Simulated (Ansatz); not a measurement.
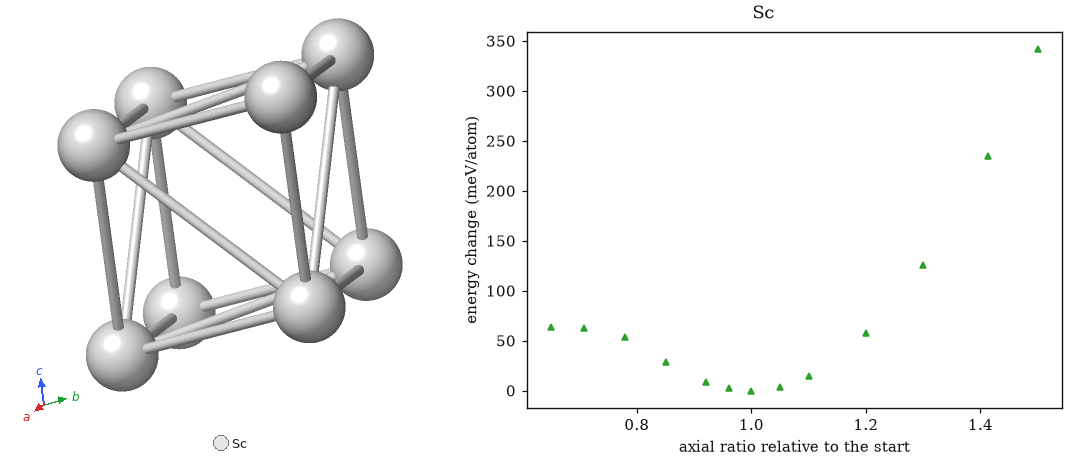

How it was computed, with Ansatz 0.2.0: deformation of a crystal at fixed volume, lengths along the axis scaled against those across it, fractional coordinates fixed, by plane-wave density functional theory with PAW datasets, free energies less that of the undisturbed cell; scalar-relativistic. Level: PBEsol, no spin polarisation.

- wave cutoff: 420 eV
- k mesh: 20×20×20
- occupations: Gaussian
- smearing width: 0.15 eV
- k shift: (0, 0, 0) (mesh steps)
- start: as given
- path: tetragonal
- axis direction: (0, 0, 1) (Cartesian unit vector)

Structure:
```
CELL_PARAMETERS angstrom
0.00000 2.27050 2.27050
2.27050 0.00000 2.27050
2.27050 2.27050 0.00000
ATOMIC_POSITIONS crystal
Sc 0.00000 0.00000 0.00000
```

Energy change against relative axial ratio for Sc, space group Fm-3m (No. 225). The cell is drawn beside the plot.

The energy change is 63 meV/atom at relative axial ratio 0.650 and 342 meV/atom at 1.500; the lowest computed point is at relative axial ratio 1.000 (0 meV/atom).

Note: reference crystal is not relaxed.
